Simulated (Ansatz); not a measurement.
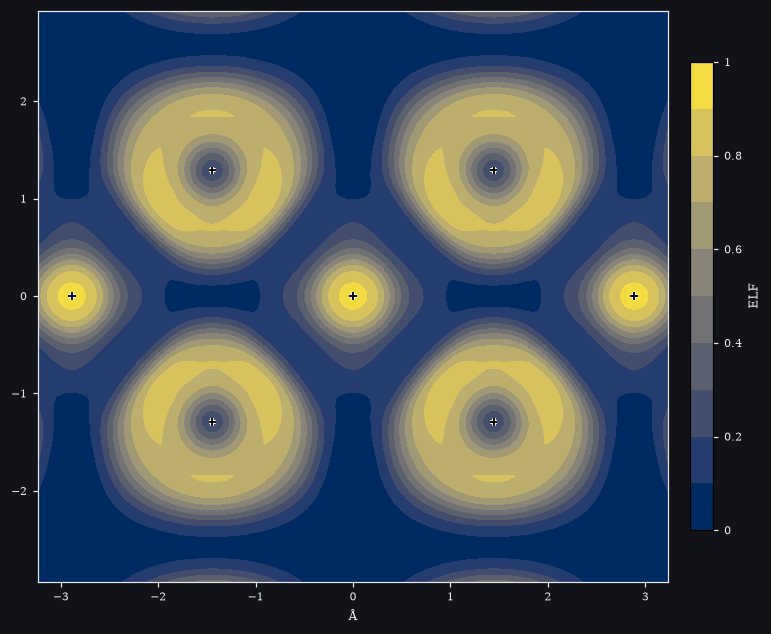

The ELF on a plane through atoms (crosses mark nuclei in the plane).

Method: DFT r2SCAN, scalar-relativistic, plane waves, PAW (Ansatz).

Candidates:
A. TiO, a = 2.85 Å, b = 2.85 Å, c = 5.57 Å, α = 90.00°, β = 90.00°, γ = 120.00°. Space group P6₃/mmc; a structure from a database of computed crystals, not necessarily the ambient phase; computed pressure about −5 GPa in this cell; computed without spin polarisation.
B. CuO, a = 2.89 Å, b = 2.89 Å, c = 5.16 Å, α = 90.00°, β = 90.00°, γ = 90.19°. Space group Cccm; a structure from a database of computed crystals, not necessarily the ambient phase; spin-polarised.

Which system is this?

Answer. Candidate B: CuO on the (010) plane of the cell of the magnetic structure, which holds Cu and O. Cu–O (1.94 Å): the ELF peaks at about 0.85 in the valence shell of O, 0.6 Å from its nucleus, and is about 0.20 at the midpoint (no localised pair shows between them).
